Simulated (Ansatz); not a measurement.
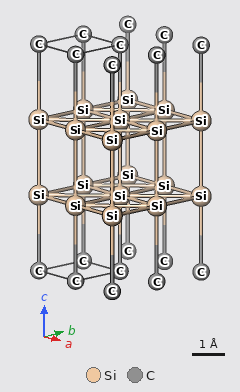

This is the input geometry for a relaxation of a crystal of Si2C (a generated structure, set up in P6/mmm) (coarse preliminary run). Style: ball-and-stick. Shown: the cell of the calculation, repeated 2 × 2 × 1 with one cell outlined, slightly off an axis.

Level of theory: DFT PBE, scalar-relativistic, plane waves, PAW (Ansatz).

The input:
```yaml
crystal:
  lattice:
    - [2.60655671, 0.0, 0.0]
    - [-1.30327836, 2.25734433, 0.0]
    - [0.0, 0.0, 7.34312483]
  atoms:
    - { symbol: Si, position: [0.0, 0.0, 0.33333333] }
    - { symbol: Si, position: [0.0, 0.0, 0.66666667] }
    - { symbol: C, position: [0.0, 0.0, 0.0] }
basis:
  ecutwfc: 420
kpoints:
  mp_grid: { grid: [6, 6, 4] }
hamiltonian:
  xc: pbe
scf:
  occupations: { method: gaussian, width: 0.1 }
  lower_state_search: "off"
output:
  forces: true
  stress: true
  eigenvalues: true
relax:
  adjacent_minimum: "off"
  f_tol: 0.04
  max_steps: 70
  cell: { stress_tol: 0.4 }
```

Launched with:
```bash
ansatz run input.yaml --threads 1 --pin off --max-ram 2560MiB --backend cpu --events-out ev --progress --plain --runs-dir out
```

### Predict the outcome.

The largest moves relative to the cell, 0.24 Å, are those of Si1 and Si2. Si1 goes along −c. C stays in place. The drawn cell changes as follows: a = b 2.607 → 2.594 Å (−0.5 %), c 7.343 → 6.293 Å (−14.3 %); the volume changes by −15.1 %. Some distances before and after: Si1–C3 2.448 → 1.860 Å, Si1–Si2 2.448 → 2.573 Å, Si1–Si1 2.607 → 2.594 Å. The space group stays P6/mmm (No. 191). The energy falls by 609 meV per atom in 6 accepted moves (7 points after the start). The largest force component goes from 2.1 to 0.0046 eV/Å. The pressure goes from −12.59 to −0.07 GPa. At 1 point the geometry stayed and the basis and grid were re-selected for the new cell (energy shift of 0.7 meV per atom at most each time). Cost: 8.4 s on 1 thread of Arm Neoverse V1 (shared host), peak memory 0.28 GiB.

Final geometry:

```
Si C
1.0
     2.59376    0.00000    0.00000
    -1.29688    2.24627    0.00000
     0.00000    0.00000    6.29299
Si C
2 1
Direct
  0.00000 0.00000 0.29557
  0.00000 0.00000 0.70443
  0.00000 0.00000 0.00000
```

After the run, drawn alike:

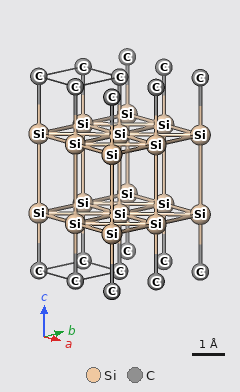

Limits of the set-up: the k-point mesh is coarse for a cell with partly filled bands.
